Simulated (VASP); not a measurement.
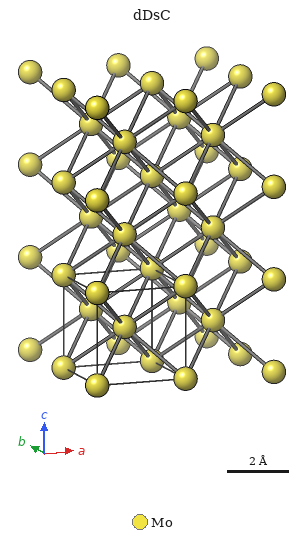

Crystalline Mo (set up in Im-3m), relaxed (cell and atoms) with several dispersion corrections. The picture shows the result with dDsC. A ball-and-stick model of the conventional cell (2 times the calculation's cell), repeated 2 × 2 × 3 with one cell outlined, seen slightly off an axis. Lengths and directions refer to the drawn axes.

Computed with VASP 6.6.1: revPBE, VASP PAW PBE potentials, recommended. Set-up: plane-wave cutoff 600 eV; k-point mesh 12 × 12 × 12; occupations fermi-dirac; smearing width 0.05 eV; no spin polarisation.

```tsv
dispersion correction	volume (Å³/atom)	a (Å)
dDsC	15.559	3.145
none	?	?
D3(BJ)	15.121	3.116
D3	15.166	3.119
D4	15.390	3.134
D2	15.819	3.163
```

> Estimate the missing row from the others, and compare with the calculation.

With none the volume is the largest of the series, above D2 (15.819). The calculation gives 15.957 Å³/atom (a = 3.172 Å). In order of volume: D3(BJ) < D3 < D4 < dDsC < D2 < none; the spread is 5.5 %.
